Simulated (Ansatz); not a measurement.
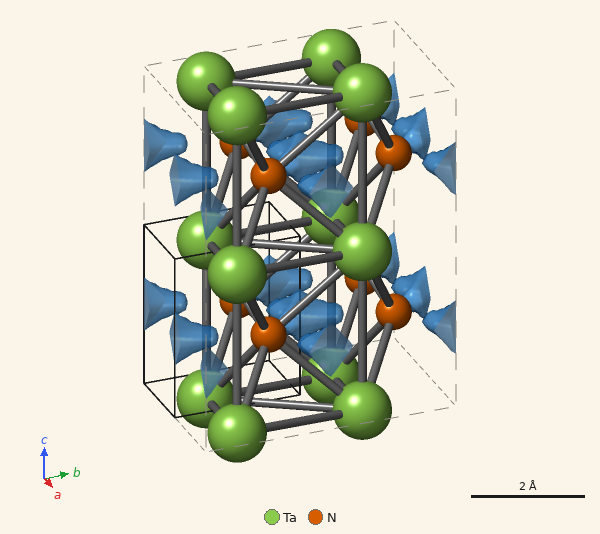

The blue surface encloses the points that the centre of a probe sphere of radius 0.20 Å can occupy in TaN in space group P-6m2, computed on a grid of about 0.12 Å (2×2×2 cells shown, view slightly off an axis; pale faces close the region where the box cuts it).

Atoms are hard spheres with covalent radii (Cordero): Ta 1.70 Å, N 0.71 Å.

Origin of the cell: the geometry relaxed with DFT PBE, scalar-relativistic, plane waves, PAW in Ansatz.

```
CELL_PARAMETERS angstrom
2.94993 0.00000 0.00000
-1.47496 2.55471 0.00000
0.00000 0.00000 2.89820
ATOMIC_POSITIONS crystal
Ta 0.66667 0.33333 0.00000
N 0.33333 0.66667 0.50000
```

> Do these regions connect?

They are isolated pockets that do not connect across cells.

> What share of the cell can the probe's centre reach?

About 2.2 % of the volume (0.48 Å³ of 21.8 Å³).

> Give the largest included and the largest free sphere.

The largest sphere that fits anywhere has a diameter of 1.07 Å; no sphere of appreciable size can travel through the crystal.
